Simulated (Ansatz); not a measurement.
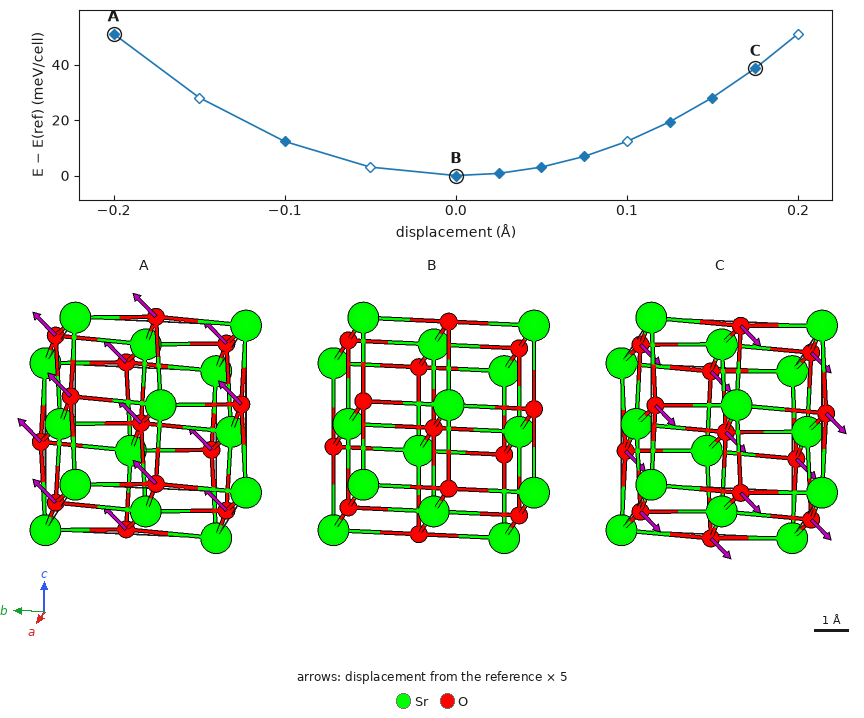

A scan of solid SrO (Fm-3m): the whole O sublattice is shifted rigidly, towards the nearest copy of atom 2 (O) at 3.634 Å, all else fixed. The lettered frames are marked on the plot. Hollow markers are points alike by symmetry, not computed again. A ball-and-stick model of the conventional cell (4 times the calculation's cell), seen from a free direction. Purple arrows: displacements from the reference. Lengths and directions refer to the drawn axes.

The calculation used Ansatz 0.2.0, DFT r2SCAN, scalar-relativistic, plane waves, PAW. Set-up: plane-wave cutoff 500 eV; k-point mesh 8 × 8 × 8; occupations gaussian; smearing width 0.05 eV; no spin polarisation. Energies (free energies at the smearing named) are counted from the cell as listed in its source, which wasn't relaxed.

Q: Describe the profile.

A: The lowest computed point lies at the displacement 0.00 Å (0.0 meV/cell). The end points stand at 51.1 meV/cell (−0.20 Å) and 51.1 meV/cell (0.20 Å). The curvature at zero is about 2.4 eV/Å² per cell. The well is symmetric. At the highest point the shortest interatomic distance is 2.43 Å, against 2.57 Å in the reference. The distortion takes the space group from Fm-3m to Imm2.
